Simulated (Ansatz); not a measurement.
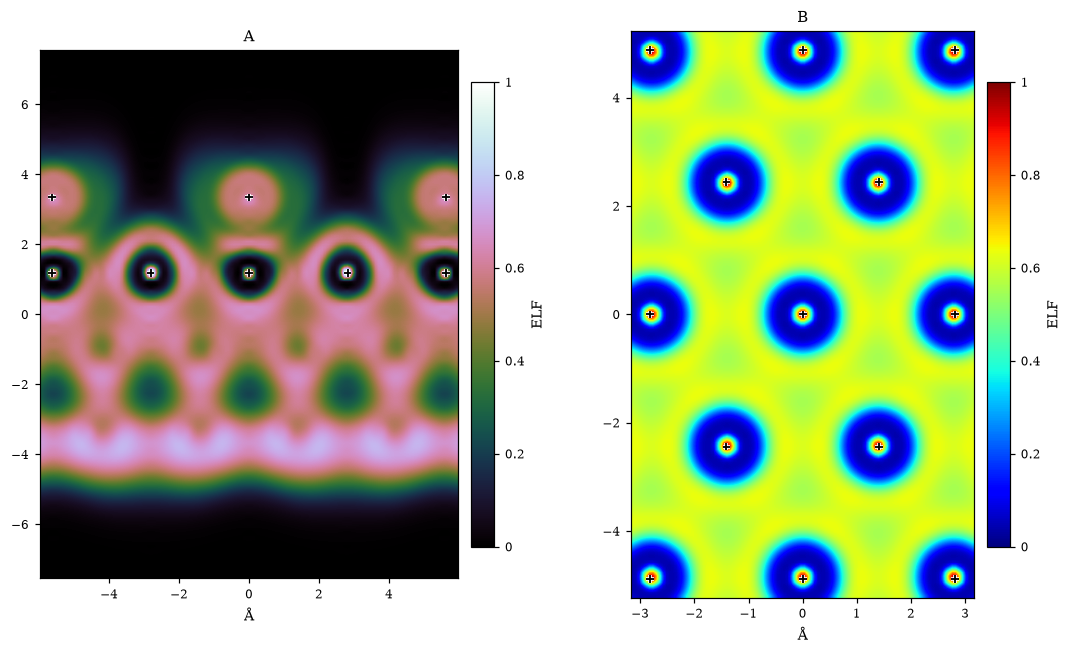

The electron localisation function of 2 systems, each on a plane through atoms (crosses mark nuclei in the plane).

All numbers below come from DFT LDA, scalar-relativistic, plane waves, PAW (Ansatz 0.2.0).

System 1: Al, the (111) plane of the conventional cell. Space group Fm-3m; computed without spin polarisation; PAW files of the earlier set (soft_1).

```
Al
1.0
     3.98410    0.00000    0.00000
     0.00000    3.98410    0.00000
     0.00000    0.00000    3.98410
Al
4
Direct
  0.00000 0.00000 0.00000
  0.50000 0.50000 0.00000
  0.50000 0.00000 0.50000
  0.00000 0.50000 0.50000
```

System 2: Al12Pt (slab), the (100) plane of the calculation cell, a cut from vacuum to vacuum. A point of a scan over the structure, not its minimum; not relaxed (largest force 1.3 eV/Å); PAW files of the earlier set (soft_1).

```cif
data_structure
_symmetry_space_group_name_H-M 'P 1'
_symmetry_Int_Tables_number 1
_cell_length_a 5.6344
_cell_length_b 5.6344
_cell_length_c 20.0320
_cell_angle_alpha 90.000
_cell_angle_beta 90.000
_cell_angle_gamma 120.000
_cell_volume 550.74
loop_
_atom_site_label
_atom_site_type_symbol
_atom_site_fract_x
_atom_site_fract_y
_atom_site_fract_z
_atom_site_occupancy
Al1 Al 0.33333 0.16667 0.19968 1
Al2 Al 0.33333 0.66667 0.19968 1
Al3 Al 0.83333 0.16667 0.19968 1
Al4 Al 0.83333 0.66667 0.19968 1
Al5 Al 0.16667 0.33333 0.31281 1
Al6 Al 0.16667 0.83333 0.31281 1
Al7 Al 0.66667 0.33333 0.31281 1
Al8 Al 0.66667 0.83333 0.31281 1
Al9 Al 0.00000 0.00000 0.42592 1
Al10 Al 0.00000 0.50000 0.42592 1
Al11 Al 0.50000 0.00000 0.42592 1
Al12 Al 0.50000 0.50000 0.42592 1
Pt1 Pt 0.00000 0.00000 0.53374 1
```

### Which map belongs to which system?

Panel A is system 2, Al12Pt: the plane holds Al and Pt. Al–Pt (2.16 Å): the ELF peaks at about 0.60 between the atoms. Panel B is system 1, Al: the plane holds Al. Al–Al (2.82 Å): the ELF peaks at about 0.65 between the atoms.
